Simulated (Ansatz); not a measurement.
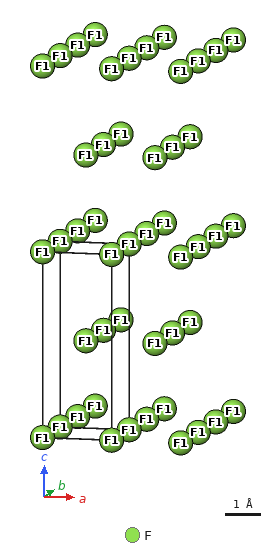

This is a symmetric starting cell of F (made from another compound by putting F in place of I). The picture is a ball-and-stick view of the conventional cell (2 times the calculation's cell), repeated 2 × 3 × 2 with one cell outlined, seen slightly off an axis. Lengths and directions refer to the drawn axes.

These are results of DFT PBEsol, scalar-relativistic, plane waves, PAW in Ansatz 0.2.0, not measurements. Set-up: plane-wave cutoff 420 eV; k-point mesh 30 × 30 × 30; occupations gaussian; smearing width 0.1 eV; no spin polarisation.

Change: The cell is strained by +0.5 % along c and −5.5 % across it (volume −10.3 %), the atoms keeping their fractional coordinates. No relaxation follows. The starting cell wasn't computed here and needn't be at equilibrium, so pressure and forces aren't due to the change alone.

Input
```yaml
crystal:
  lattice:
    - [-0.9871295103, 0.9871295103, 2.7681170782]
    - [0.9871295103, -0.9871295103, 2.7681170782]
    - [0.9871295103, 0.9871295103, -2.7681170782]
  atoms:
    - { symbol: F, position: [0.0, 0.0, 0.0] }
basis:
  ecutwfc: 420
kpoints:
  mp_grid: { grid: [30, 30, 30] }
hamiltonian:
  xc: pbesol
scf:
  occupations: { method: gaussian, width: 0.1 }
output:
  forces: true
  stress: true
  eigenvalues: true
```

Run as
```bash
ansatz run input.yaml --threads 1 --pin off --max-ram 1331MiB --backend cpu --events-out ev --progress --plain --runs-dir out
```

Question: What is the effect?

Answer: The pressure is −2.1 GPa (not all of it need come from the change, since the unchanged cell can be under pressure at this level too). The principal stresses (compression positive) are 2.2 GPa along c and −4.3 GPa across it. All forces vanish by symmetry. The space group stays I4/mmm (No. 139).

The changed structure in the same view:

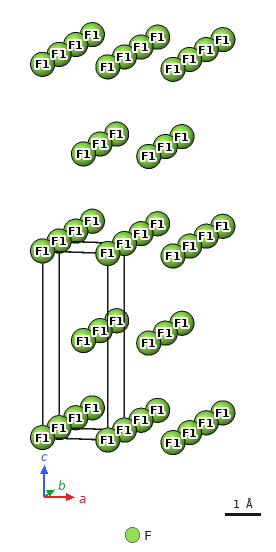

Limits of the set-up: an odd number of electrons was run without spin polarisation, which fails if the electron would localise.
